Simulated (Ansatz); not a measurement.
**Two runs on Si3O**

System: Si3O (8 atoms in the cell).
Method of the first run: DFT PBEsol, scalar-relativistic, plane waves, PAW, no spin polarisation (Ansatz 0.2.0).

Text and figures count atoms from 1; the logs count them from 0 in places.

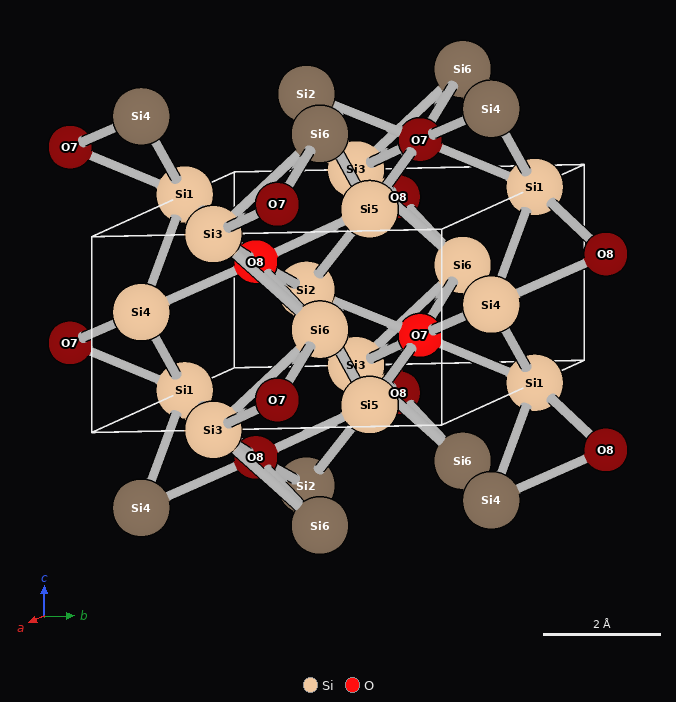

Fig. 1: The structure as given in the input (ball-and-stick view of the cell of the calculation, seen slightly off an axis; neighbours outside the cell are drawn fainter; atoms are numbered from 1 in the order of the input). An atom can appear more than once, as a periodic image.

Input file, the first run:
```yaml
crystal:
  lattice:
    - [6.0478981866, 0.0, 0.0]
    - [-3.0239490933, 5.2376334691, 0.0]
    - [0.0, 0.0, 3.4344199719]
  atoms:
    - { symbol: Si, position: [0.3477613567, 0.0, 0.0] }
    - { symbol: Si, position: [0.3477613567, 0.3477613567, 0.5] }
    - { symbol: Si, position: [0.0, 0.3477613567, 0.0] }
    - { symbol: Si, position: [0.6522386433, 0.0, 0.5] }
    - { symbol: Si, position: [0.6522386433, 0.6522386433, 0.0] }
    - { symbol: Si, position: [0.0, 0.6522386433, 0.5] }
    - { symbol: O, position: [0.3333333333, 0.6666666667, 0.25] }
    - { symbol: O, position: [0.6666666667, 0.3333333333, 0.75] }
basis:
  ecutwfc: 420
kpoints:
  mp_grid: { grid: [6, 6, 10] }
hamiltonian:
  xc: pbesol
scf:
  occupations: { method: gaussian, width: 0.1 }
output:
  forces: true
  stress: true
  eigenvalues: true
  write_density: true
  write_potential: true
  elf: true
  volumetric_format: npy
relax:
  adjacent_minimum: "off"
  f_tol: 0.005
  max_steps: 80
  cell: { stress_tol: 0.05 }
```

Launched with:
```bash
ansatz run input.yaml --threads 4 --pin off --max-ram 12288MiB --backend cpu --events-out ev --progress --plain --runs-dir out
```

Hardware: 4 threads of AMD EPYC (Zen 3), 189 GiB of memory available, shared host.

Output, shortened to warnings, some set-up lines, iterations and results (the first run):
```
Basis set: ecut = 420 eV, 2141 PW (Γ), exchange–correlation on 90×90×48 points (8 copies of the dense FFT grid, shifted against one another)
Symmetry: 12 space group operations
k-points: 42 of 360 (time reversal used)
Initial density: superposition of atomic densities (neutral atoms: chi_scale 0, normalization atom), corrected by the library's trained network
[...]
SCF iter   1: F=—  HF=-4845.060250 eV  |F-HF|=—  |Δ(HF+E_count)|=         —  Δρ=1.35e-2  dr2=1.90e-1  ethr=1.77e-3  ⟨swp⟩=7.2  Hψ=6129  notcnv=0
SCF iter   2: F=—  HF=-4845.031510 eV  |F-HF|=—  |Δ(HF+E_count)|=   2.87e-2  Δρ=4.78e-3  dr2=3.17e-2  ethr=5.28e-4  ⟨swp⟩=1.8  Hψ=1508  notcnv=0  defer=24
SCF iter   3: F=—  HF=-4845.026372 eV  |F-HF|=—  |Δ(HF+E_count)|=   5.14e-3  Δρ=1.03e-3  dr2=2.30e-3  ethr=8.80e-5  ⟨swp⟩=2.4  Hψ=1454  notcnv=0  defer=24
SCF iter   4: F=—  HF=-4845.025782 eV  |F-HF|=—  |Δ(HF+E_count)|=   5.91e-4  Δρ=2.08e-4  dr2=9.22e-5  ethr=6.40e-6  ⟨swp⟩=2.5  Hψ=1585  notcnv=0  defer=24
SCF iter   5: F=—  HF=-4845.025749 eV  |F-HF|=—  |Δ(HF+E_count)|=   3.30e-5  Δρ=5.91e-5  dr2=6.41e-6  ethr=2.56e-7  ⟨swp⟩=2.3  Hψ=1471  notcnv=0  defer=24
[... 33 lines ...]
SCF iter   6: F=-4845.027336 eV  HF=-4845.027336 eV  |F-HF|=3.64e-12  |Δ(HF+E_count)|=  9.09e-13  Δρ=1.15e-8  dr2=3.06e-13  ethr=1.00e-12  ⟨swp⟩=1.0  Hψ=1092  notcnv=0
SCF iter   7: F=-4845.027336 eV  HF=-4845.027336 eV  |F-HF|=1.82e-12  |Δ(HF+E_count)|=  3.64e-12  Δρ=2.04e-9  dr2=5.23e-15  ethr=1.00e-12  ⟨swp⟩=1.0  Hψ=1092  notcnv=0
SCF iter   8: F=-4845.027336 eV  HF=-4845.027336 eV  |F-HF|=9.09e-13  |Δ(HF+E_count)|=  2.73e-12  Δρ=6.73e-10  dr2=7.09e-16  ethr=1.00e-12  ⟨swp⟩=3.2  Hψ=3447  notcnv=0
SCF 5 converged in 8 iterations: F = -4845.027336 eV  dr2 = 7.09e-16
relax step   5: F+E_penalty+E_count = -4845.02733627 eV  Δ(F+E_penalty+E_count) = +8.532e-4 eV  max|allowed force component| = 2.138e-3 eV/Å  Δτ_max = 0.0000 Å  P = -0.012 …
basis re-selected at this cell: Δ(F+E_penalty+E_count) = +8.532e-4 eV, ΔP = -0.013 GPa vs the last step (what re-selecting the basis moved, of the pressure what is left beyond the Pulay correction that the steps carried, after the strain that the cell walked since its last selection, with what the …
SCF converged after 8 iterations
Free energy (F): -4845.027336 eV
Harris-Foulkes:  -4845.027336 eV  (|F-HF|=9.09e-13)
Internal energy: -4845.019887 eV  (E = F + TS)
E sigma→0 (E₀):  -4845.023612 eV
Entropy (-TS):   -0.007449 eV (-0.931 meV/atom)
Fermi energy:    9.430588 eV
--- Per-component energies (eV) ---
  E_band       = 79.176940
  E_kinetic    = 591.665821
  E_local      = -1006.893241  (includes V_loc(G=0)·N_el)
  E_nonlocal   = 249.606599
  E_hartree    = 398.809039
  E_xc         = -477.161202
  E_vxc        = -472.177345  (∫ρ·V_xc dr)
  E_paw        = -3292.638055  (= ΣΔE_a)
  E_vpaw       = -80.647731  (= ΣTr[D̂ρ^β])
  E_aug_tail   = 0.004759  (compensation charges beyond the density's cutoff)
  E_ewald      = -1308.673546
  E_core_change = 0.259940  (= ΣΔE_core)
  E_smearing   = -0.007449  (= −TS)
  E_closure    = 0.000000  (closes the sum)
  Σ components = -4845.027336   (vs F -4845.027336, Δ=0.00e0)
--- Forces (eV/Å), atoms counted from 1 ---
  atom   1  Si    -0.00213759    -0.00000000    -0.00000000
  atom   2  Si    -0.00106880    -0.00185121     0.00000000
  atom   3  Si     0.00106880    -0.00185121    -0.00000000
  atom   4  Si     0.00213759    -0.00000000    -0.00000000
  atom   5  Si     0.00106880     0.00185121     0.00000000
  atom   6  Si    -0.00106880     0.00185121     0.00000000
  atom   7  O     -0.00000000    -0.00000000    -0.00000000
  atom   8  O      0.00000000     0.00000000     0.00000000
  max |Σ_I F_I| component: 1.83e-16 eV/Å
--- Stress (GPa, compression-positive) ---
       -0.025836      -0.000000       0.000000
       -0.000000      -0.025836      -0.000000
        0.000000      -0.000000       0.015602
  P = ⅓ Tr σ = -0.0120 GPa (-0.120 kbar)
--- Relaxed structure (4 steps of the walk, 4 accepted, 1 SCFs on fresh bases) ---
  F+E_penalty+E_count = -4845.02733627 eV   max|allowed force component| = 2.138e-3 eV/Å   (the final SCF, on the basis selected at the relaxed cell)
  cell:  # Å, volume = 108.3037 Å³
[...]
```

For the second run the input was changed thus:
```diff
+  dispersion: d4
-  write_density: true
-  write_potential: true
-  elf: true
-  volumetric_format: npy
```

What does this change do to the results?

The total energies belong to different models, so their difference says nothing on which is more stable or more accurate. The volume per atom goes from 13.54 to 13.20 Å³. The SCF takes 50 iterations over all geometry steps against 33. On the same kind of shared host the second run took about 1.6 times as long.

Output, shortened to warnings, some set-up lines, iterations and results (the second run):
```
Basis set: ecut = 420 eV, 2141 PW (Γ), exchange–correlation on 90×90×48 points (8 copies of the dense FFT grid, shifted against one another)
Symmetry: 12 space group operations
k-points: 42 of 360 (time reversal used)
Initial density: superposition of atomic densities (neutral atoms: chi_scale 0, normalization atom), corrected by the library's trained network
[...]
SCF iter   1: F=—  HF=-4846.593178 eV  |F-HF|=—  |Δ(HF+E_count)|=         —  Δρ=1.35e-2  dr2=1.90e-1  ethr=1.77e-3  ⟨swp⟩=7.2  Hψ=6129  notcnv=0
SCF iter   2: F=—  HF=-4846.564438 eV  |F-HF|=—  |Δ(HF+E_count)|=   2.87e-2  Δρ=4.78e-3  dr2=3.17e-2  ethr=5.28e-4  ⟨swp⟩=1.8  Hψ=1508  notcnv=0  defer=24
SCF iter   3: F=—  HF=-4846.559300 eV  |F-HF|=—  |Δ(HF+E_count)|=   5.14e-3  Δρ=1.03e-3  dr2=2.30e-3  ethr=8.80e-5  ⟨swp⟩=2.4  Hψ=1454  notcnv=0  defer=24
SCF iter   4: F=—  HF=-4846.558709 eV  |F-HF|=—  |Δ(HF+E_count)|=   5.91e-4  Δρ=2.08e-4  dr2=9.22e-5  ethr=6.40e-6  ⟨swp⟩=2.5  Hψ=1585  notcnv=0  defer=24
SCF iter   5: F=—  HF=-4846.558676 eV  |F-HF|=—  |Δ(HF+E_count)|=   3.30e-5  Δρ=5.91e-5  dr2=6.41e-6  ethr=2.56e-7  ⟨swp⟩=2.3  Hψ=1471  notcnv=0  defer=24
[... 56 lines ...]
SCF iter   5: F=-4846.586239 eV  HF=-4846.586239 eV  |F-HF|=0.00e0  |Δ(HF+E_count)|=  2.73e-12  Δρ=4.50e-8  dr2=5.54e-13  ethr=1.00e-12  ⟨swp⟩=1.0  Hψ=1092  notcnv=0
SCF iter   6: F=-4846.586239 eV  HF=-4846.586239 eV  |F-HF|=9.09e-13  |Δ(HF+E_count)|=  9.09e-13  Δρ=1.23e-8  dr2=5.21e-14  ethr=1.00e-12  ⟨swp⟩=1.0  Hψ=1092  notcnv=0
SCF iter   7: F=-4846.586239 eV  HF=-4846.586239 eV  |F-HF|=0.00e0  |Δ(HF+E_count)|=  9.09e-13  Δρ=3.01e-9  dr2=4.52e-15  ethr=1.00e-12  ⟨swp⟩=1.4  Hψ=2550  notcnv=0
SCF 8 converged in 7 iterations: F = -4846.586239 eV  dr2 = 4.52e-15
relax step   8: F+E_penalty+E_count = -4846.58623928 eV  Δ(F+E_penalty+E_count) = +1.339e-4 eV  max|allowed force component| = 6.138e-5 eV/Å  Δτ_max = 0.0000 Å  P = -0.002 …
basis re-selected at this cell: Δ(F+E_penalty+E_count) = +1.339e-4 eV, ΔP = -0.001 GPa vs the last step (what re-selecting the basis moved, of the pressure what is left beyond the Pulay correction that the steps carried, after the strain that the cell walked since its last selection, with what the …
dispersion: the relaxed geometry stands within reach of a switch of an atom's C6, across which e_disp changes (each atom's share, over what another start of this relaxation can change, counted as every distance, since the cell relaxes too: site 0 (Si), some 0.07 eV, crossed with farther neighbours; …
SCF converged after 7 iterations
Free energy (F): -4846.586239 eV
Harris-Foulkes:  -4846.586239 eV  (|F-HF|=0.00e0)
Internal energy: -4846.578534 eV  (E = F + TS)
E sigma→0 (E₀):  -4846.582387 eV
Entropy (-TS):   -0.007705 eV (-0.963 meV/atom)
Fermi energy:    9.769727 eV
--- Per-component energies (eV) ---
  E_band       = 88.948765
  E_kinetic    = 594.828884
  E_local      = -980.743941  (includes V_loc(G=0)·N_el)
  E_nonlocal   = 249.956398
  E_hartree    = 389.830298
  E_xc         = -478.451110
  E_vxc        = -473.870338  (∫ρ·V_xc dr)
  E_paw        = -3292.884574  (= ΣΔE_a)
  E_vpaw       = -80.887598  (= ΣTr[D̂ρ^β])
  E_aug_tail   = 0.004764  (compensation charges beyond the density's cutoff)
  E_ewald      = -1327.802073
  E_disp       = -1.577120  (pairwise vdW)
  E_core_change = 0.259940  (= ΣΔE_core)
  E_smearing   = -0.007705  (= −TS)
  E_closure    = -0.000000  (closes the sum)
  Σ components = -4846.586239   (vs F -4846.586239, Δ=0.00e0)
--- Forces (eV/Å), atoms counted from 1 ---
  atom   1  Si    -0.00006138     0.00000000     0.00000000
  atom   2  Si    -0.00003069    -0.00005316     0.00000000
  atom   3  Si     0.00003069    -0.00005316     0.00000000
  atom   4  Si     0.00006138     0.00000000     0.00000000
[...]
```

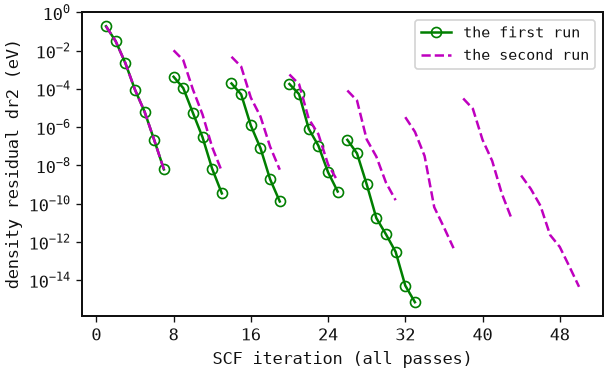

Fig. 2: Convergence of the two runs: density residual dr2 against the SCF iteration. A break in a curve parts two SCF passes. The first run takes 33 iterations in all, and the second run takes 50.

The two runs side by side:

| quantity | the first run | the second run |
| --- | --- | --- |
| outcome | converged | converged |
| free energy per atom (eV) | −605.6284 | −605.8233 |
| energy per atom, smearing taken to zero (eV) | −605.6280 | −605.8228 |
| gap on the mesh (eV) | 0.00 | 0.00 |
| pressure (GPa) | −0.01 | 0.00 |
| volume per atom (Å³) | 13.54 | 13.20 |
| largest force (eV/Å) | 0.002 | 0.000 |
| SCF iterations | 33 | 50 |
| irreducible k-points | 42 | 42 |
| wall time (shared host) | 43 s | 70 s |
